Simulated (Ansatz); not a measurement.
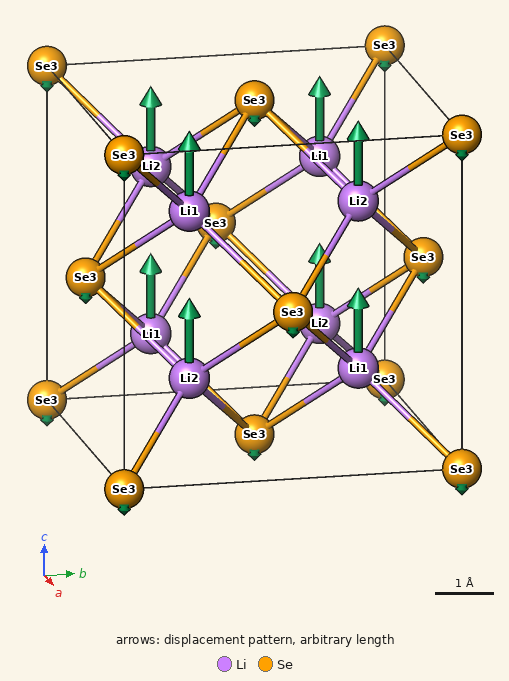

Normal modes of solid Li$_{2}$Se relaxed at −1 GPa, at the zone centre. The optical levels lie at 256 (×3), 325 (×3) cm⁻¹. One mode is drawn. The green arrows give the relative displacements of the atoms. The picture is a ball-and-stick view of the conventional cell (4 times the calculation's cell), seen slightly off an axis. Lengths and directions refer to the drawn axes.

Theory: DFT PBE, scalar-relativistic, plane waves, PAW in Ansatz. (plane-wave cutoff 420 eV; k-point mesh 8 × 8 × 8; occupations fixed; target pressure -1 GPa; no spin polarisation)

Frequencies are those without the non-analytic (LO–TO) term.

To which level does it belong?

Answer. The level at 256 cm⁻¹. This is the T₁u mode (triply degenerate; one member of the set is drawn), the lowest optical level, infrared-active by symmetry. The Li sublattice moves against the Se sublattice, along c; the kinetic energy is shared as Li 85 %, Se 15 %. Its infrared intensity is 22 (D/Å)²/amu for the set. The value is the transverse one; the longitudinal partner lies at 362 cm⁻¹.
